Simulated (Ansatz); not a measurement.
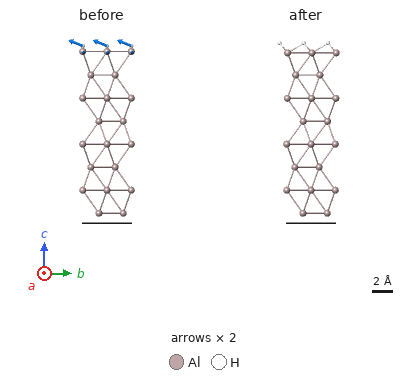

The structure of a slab of composition Al₈H (cut from the P6_3/mmc phase) before (left) and after (right) a constrained relaxation, at one scale. The blue arrows give the displacements, magnified 2 times.

A ball-and-stick model of the 2 × 2 repeat of the cell, outlined in the plane, without the vacuum, seen along the a axis.

Case: H put at a bridge Al-Al site. The slab is the (0 0 1) face of Al with H on it. 4 atoms are held fixed.

These are results of Ansatz 0.2.0, DFT PBEsol, scalar-relativistic, plane waves, PAW, not measurements. (plane-wave cutoff 420 eV; k-point mesh 12 × 12 × 1; occupations gaussian; smearing width 0.1 eV; no spin polarisation; dipole correction; atoms relaxed in a fixed cell; force threshold 0.03 eV/Å; at most 70 steps)

### Describe what moved and what it gained.

After 6 accepted moves (7 points after the start) the energy has fallen by 0.903 eV per cell of the calculation. Largest force component: 2.7 eV/Å at the start, 0.012 eV/Å at the end. 1 step only repeated the SCF at the same geometry. The atom that moves furthest is the H atom (0.79 Å at 68° to the normal (+c side)). By element the largest moves are H 0.79 Å, Al 0.17 Å. The lattice vectors keep their values. Among the contacts that change: Al–H 2.519 → 1.917 Å, Al–H 1.525 → 1.922 Å, Al–Al 2.887 → 2.769 Å, Al–Al 2.857 → 2.836 Å. Among the angles between lasting bonds that change: Al–H–Al 136.9° → 95.1°. The run took 2.3 min on 2 threads of Intel(R) Xeon(R) Processor @ 2.70GHz, on a shared host, peak memory 0.59 GiB.

Limits of the set-up: the periodic images lie only 2.8 Å apart, so the values are limited by the cell's size.
